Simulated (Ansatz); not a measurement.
Cd15Te17 (cell with a defect)

Input

```
crystal:
  lattice:
    - [-6.617373249, 6.617373249, -6.617373249]
    - [-6.617373249, -6.617373249, 6.617373249]
    - [6.617373249, 6.617373249, 6.617373249]
  atoms:
    - { symbol: Te, position: [0.007827281, 0.0051759997, 0.0058569069] }
    - { symbol: Cd, position: [0.75, 0.25, 0.0] }
    - { symbol: Cd, position: [0.75, 0.0, 0.25] }
    - { symbol: Cd, position: [0.5, 0.5, 0.0] }
    - { symbol: Cd, position: [0.5, 0.25, 0.25] }
    - { symbol: Cd, position: [0.5, 0.0, 0.5] }
    - { symbol: Cd, position: [0.25, 0.75, 0.0] }
    - { symbol: Cd, position: [0.25, 0.5, 0.25] }
    - { symbol: Cd, position: [0.25, 0.25, 0.5] }
    - { symbol: Cd, position: [0.25, 0.0, 0.75] }
    - { symbol: Cd, position: [0.0, 0.75, 0.25] }
    - { symbol: Cd, position: [0.0, 0.5, 0.5] }
    - { symbol: Cd, position: [0.0, 0.25, 0.75] }
    - { symbol: Cd, position: [0.75, 0.75, 0.5] }
    - { symbol: Cd, position: [0.75, 0.5, 0.75] }
    - { symbol: Cd, position: [0.5, 0.75, 0.75] }
    - { symbol: Te, position: [-0.0005302842, 0.0040829699, 0.2524287426] }
    - { symbol: Te, position: [0.75, 0.25, 0.25] }
    - { symbol: Te, position: [0.75, 0.0, 0.5] }
    - { symbol: Te, position: [0.5, 0.5, 0.25] }
    - { symbol: Te, position: [0.5, 0.25, 0.5] }
    - { symbol: Te, position: [0.5, 0.0, 0.75] }
    - { symbol: Te, position: [0.25, 0.75, 0.25] }
    - { symbol: Te, position: [0.25, 0.5, 0.5] }
    - { symbol: Te, position: [0.25, 0.25, 0.75] }
    - { symbol: Te, position: [0.2536629038, -0.0021113844, -0.0026567936] }
    - { symbol: Te, position: [0.0, 0.75, 0.5] }
    - { symbol: Te, position: [0.0, 0.5, 0.75] }
    - { symbol: Te, position: [-0.0154948235, 0.2450921843, 0.0020221792] }
    - { symbol: Te, position: [0.7497625482, 0.7486352942, 0.7473381643] }
    - { symbol: Te, position: [0.75, 0.5, 0.0] }
    - { symbol: Te, position: [0.5, 0.75, 0.0] }
  host:
    lattice:
      - [0.0, 3.3086866245, 3.3086866245]
      - [3.3086866245, 0.0, 3.3086866245]
      - [3.3086866245, 3.3086866245, 0.0]
    atoms:
      - { symbol: Cd, position: [0.0, 0.0, 0.0] }
      - { symbol: Te, position: [0.25, 0.25, 0.25] }
basis:
  ecutwfc: 420
  xc_grid: 2
kpoints:
  mp_grid: { grid: [2, 2, 2], shift: [0.5, 0.5, 0.5] }
hamiltonian:
  xc: pbe
scf:
  occupations: { method: gaussian, width: 0.01 }
output:
  forces: true
  stress: false
  eigenvalues: true
  charged_corrections:
    defect_position: [0.0, 0.0, 0.0]
    epsilon: [[12.5827, 0.0, 0.0], [0.0, 12.5827, 0.0], [0.0, 0.0, 12.5827]]
  write_density: true
  write_potential: true
  elf: true
  volumetric_format: npy
relax:
  adjacent_minimum: "off"
  f_tol: 0.025
  max_steps: 60
```

Run with:

```sh
ansatz run input.yaml --threads 8 --pin off --max-ram 22528MiB --backend cpu --events-out ev --progress --plain --runs-dir out
```

The fields are those of the relaxed geometry.

Level of theory: DFT PBE, scalar-relativistic, plane waves, PAW in Ansatz.

What can the converged valence pseudo-density and electron localisation function tell about the bonding?

Answer. Cd–Te (2.84 Å): ρ at the midpoint is about 0.34 e/Å³; the ELF peaks at about 0.65 in the valence shell of Te, 1.2 Å from its nucleus, and is about 0.50 at the midpoint.
Cd–Te (2.90 Å): the density is about 0.3 e/Å³ at the midpoint; the ELF peaks at about 0.70 in the valence shell of Te, 1.2 Å from its nucleus, and drops to about 0.15 between the two atoms.

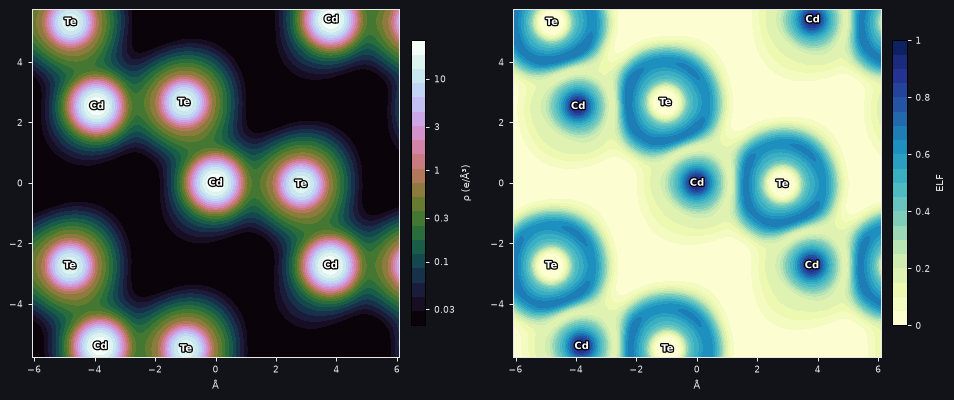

Computed valence pseudo-density and electron localisation function on the (010) plane of the calculation cell, in this order. 

Core electrons are frozen (PAW), and the valence fields are smoothed inside the atomic spheres.
